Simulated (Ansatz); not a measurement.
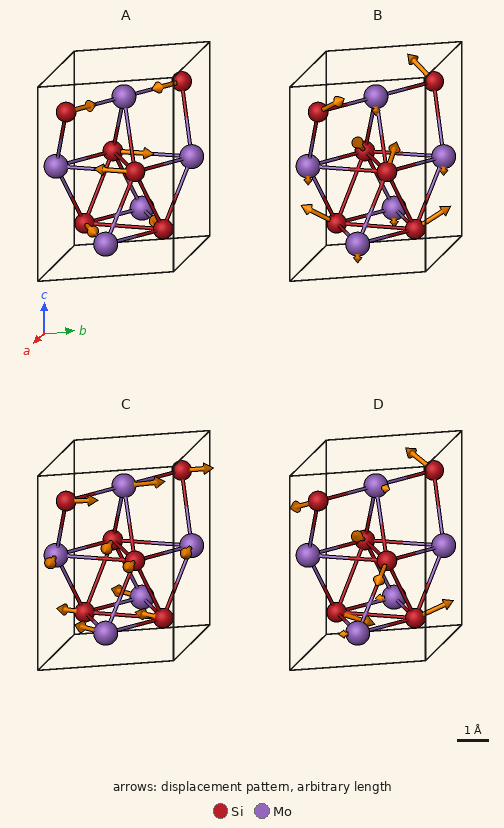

Modes of solid Si2Mo, space group P6₂22 (No. 180), at the zone centre (one member of each degenerate set). The orange arrows give the relative displacements of the atoms. The picture is a ball-and-stick view of the cell of the calculation, seen slightly off an axis.

Theory: DFT PBEsol, scalar-relativistic, plane waves, PAW (Ansatz).

Frequencies are those without the non-analytic (LO–TO) term.

### Give the symmetry species and the selection rules of each.

A is A₁, Raman-active by symmetry (401 cm⁻¹). B is A₂, infrared-active by symmetry (373 cm⁻¹). C is E₁, infrared- and Raman-active by symmetry (211 cm⁻¹). D is B₁, silent by symmetry (neither infrared- nor Raman-active) (286 cm⁻¹).
